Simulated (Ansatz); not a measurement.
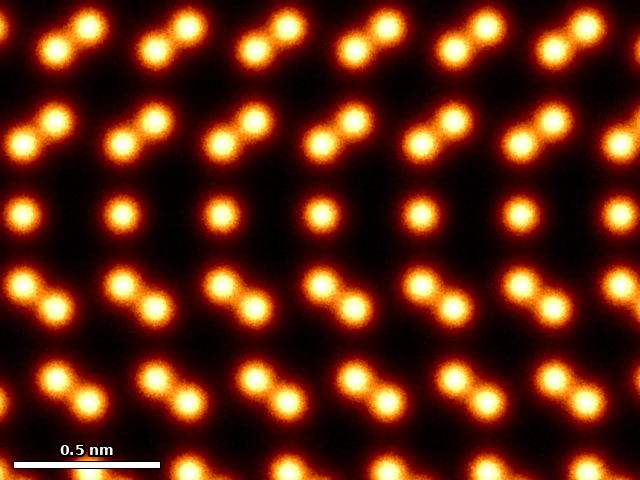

Integrated-DPC-like image of Ir (Fd-3m, No. 227) along [110]. Simulated as the projected potential of neutral atoms (B = 0.8 Å²) blurred by a 0.75 Å probe, the thin-sample limit of integrated differential phase contrast. Shot noise was added.

One planar defect was built into the perfect crystal by geometry alone, without relaxation. Host structure: the end point of a relaxation with DFT, revPBE, plane waves (420 eV) with PAW, scalar-relativistic in Ansatz; the starting structure was generated, so it need not be a known form of this composition.

Question: Find the planar defect and say what kind it is.

Answer: A twin boundary runs horizontally about 7 Å below the top edge. The part above it is the mirror image of the part below, so slanted rows of columns change direction there; the row on the boundary belongs to both.
